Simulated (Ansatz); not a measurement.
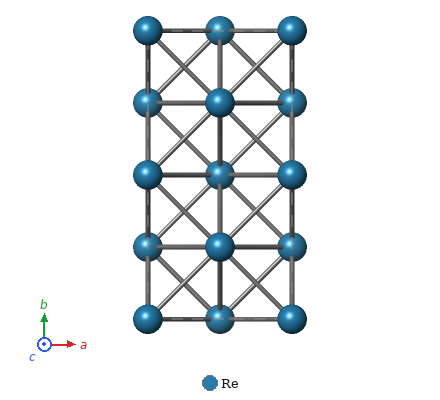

Re (Fm-3m, No. 225): a calculation's starting geometry; the starting structure was generated, so it need not be a known form of this composition.

Space group Fm-3m (No. 225). a = 3.915 Å, b = 3.915 Å, c = 3.915 Å, α = 90.00°, β = 90.00°, γ = 90.00°
```csv
atom,site,symmetry,x,y,z
Re,4a,m-3m,0.0000,0.0000,0.0000
```

### What will an iDPC-like image along [001] show? Simulated as the projected potential of neutral atoms (B = 0.8 Å²) blurred by a 0.92 Å probe, the thin-sample limit of integrated differential phase contrast. The display is stretched by a gamma of 0.8; percentages refer to the linear signal. The speckle of an amorphous layer was added.

The columns repeat on a square net with a repeat of 1.96 Å (plane group p4mm). All columns are alike (Re). The shortest distance between visible columns is 1.96 Å in projection. Along the beam the structure repeats every 3.92 Å.

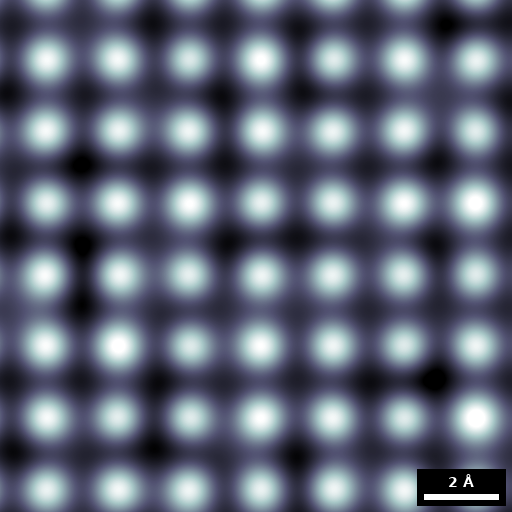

The simulated image.
